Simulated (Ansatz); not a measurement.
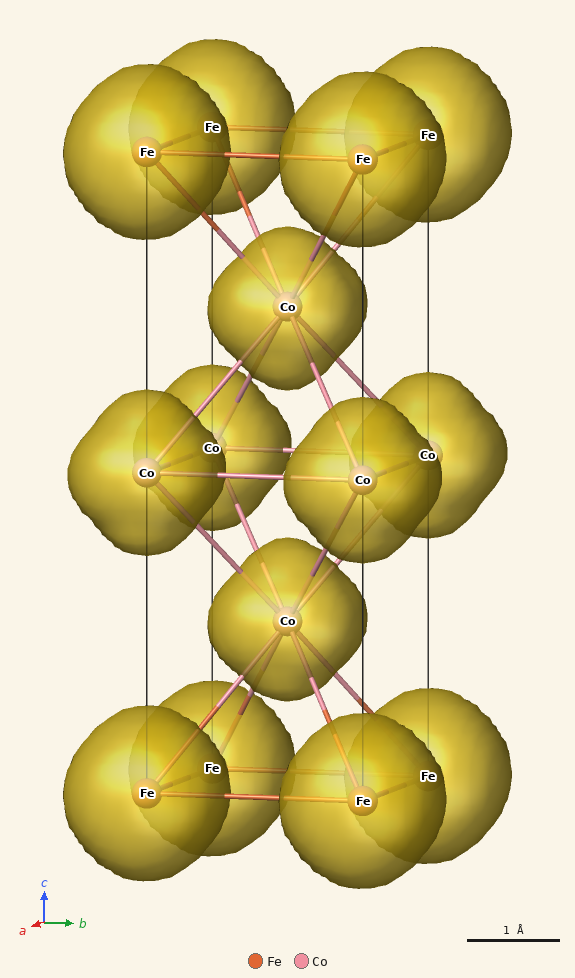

Figure. FeCo3. Isosurface of the spin density at +0.1 e/Å³ (yellow), seen slightly off an axis. Sticks mark near contacts.

Space group P4/mmm; a structure from a database of computed crystals, not necessarily the ambient phase; not relaxed (largest force 0.4 eV/Å); computed pressure about 7 GPa in this cell; spin-polarised.

Computed with Ansatz 0.2.0, DFT r2SCAN, scalar-relativistic, plane waves, PAW.

In a PAW calculation such maps are meaningful between the atoms, not at the nuclei.

```yaml
crystal:
  lattice:
    - [2.46601, 0.00000, 0.00000]
    - [0.00000, 2.46601, 0.00000]
    - [0.00000, 0.00000, 7.06346]
  atoms:
    - { symbol: Fe, position: [0.00000, 0.00000, 0.00000] }
    - { symbol: Co, position: [0.50000, 0.50000, 0.74540] }
    - { symbol: Co, position: [0.00000, 0.00000, 0.50000] }
    - { symbol: Co, position: [0.50000, 0.50000, 0.25460] }
```

Describe the spin distribution.

The spin density sits on Fe: +2.8 μB; Co: +1.9 μB (×3) in one cell of 4 atoms: parallel main moments (a ferromagnetic arrangement) in this solution. The cell of the calculation (4 atoms) carries 8.1 μB of net spin moment.
